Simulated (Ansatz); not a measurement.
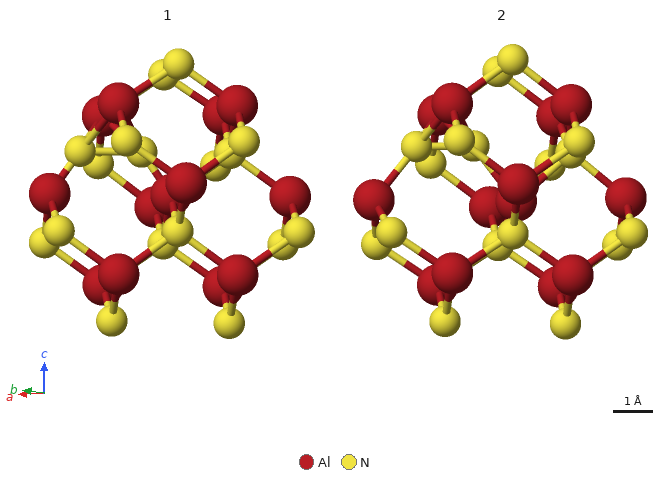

Two geometries of a defect cell of composition Al32N33 (cell charge −3), drawn at one scale. One is the start of a relaxation, the other its converged end. A ball-and-stick model of the atoms within 4.2 Å of the atom that moves most (axes of the cell of the calculation (origin shifted)), seen from a free direction.

The calculation used DFT, PBEsol, PAW, plane waves (Ansatz 0.2.0). Set-up: plane-wave cutoff 420 eV; k-point mesh 1 × 1 × 1; mesh shifted by (0.25, 0.25, 0.25); collinear spin; atoms relaxed in a fixed cell; force threshold 0.03 eV/Å; at most 80 steps.

Which of the two is the end point?

Answer. Structure 2 is the relaxed one. After 6 geometry steps the energy has fallen by 11.096 eV per cell of the calculation. Largest force component: 26 eV/Å at the start, 0.015 eV/Å at the end. The largest move is that of an Al atom, 0.33 Å roughly along [−1 −1 −1]. Largest moves by element: Al 0.33 Å, N 0.17 Å. The lattice vectors keep their values. Among the contacts that change: Al–N 1.337 → 1.784 Å, Al–N 1.353 → 1.776 Å, Al–N 2.064 → 1.919 Å, N–N 1.594 → 1.483 Å. Bond angles that change, for instance: Al–N–Al 109.2° → 99.3°, Al–N–Al 107.9° → 99.0°, N–Al–N 109.1° → 117.6°. The program noted that the starting moments weren't kept. The run may lie on a higher electronic state than the lowest, so the end point isn't shown to be the ground-state structure.

Limits of the set-up: the cell is charged, on a uniform background, and energies carry no finite-size correction.
